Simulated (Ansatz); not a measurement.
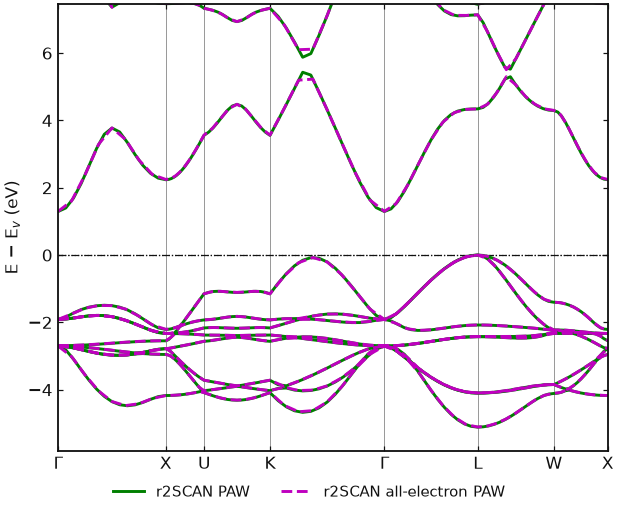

Band structures of AgBr, space group Fm-3m, 2 atoms in the cell, by two methods on the same cell. Each is counted from its own valence-band top.

What changes from one method to the other?

Answer. The gap hardly changes: r2SCAN PAW gives a gap of 1.29 eV along the path and r2SCAN all-electron PAW gives a gap of 1.30 eV along the path.

Settings. r2SCAN PAW: DFT, r2SCAN, PAW with Ansatz's default frozen-core files, scalar-relativistic, no spin polarisation, 7×7×7 k mesh, 500 eV cutoff (Ansatz 0.2.0). r2SCAN all-electron PAW: DFT, r2SCAN, all-electron PAW with datasets made for the crystal, scalar-relativistic, no spin polarisation, 7×7×7 k mesh, 240 eV cutoff (Ansatz 0.2.0).
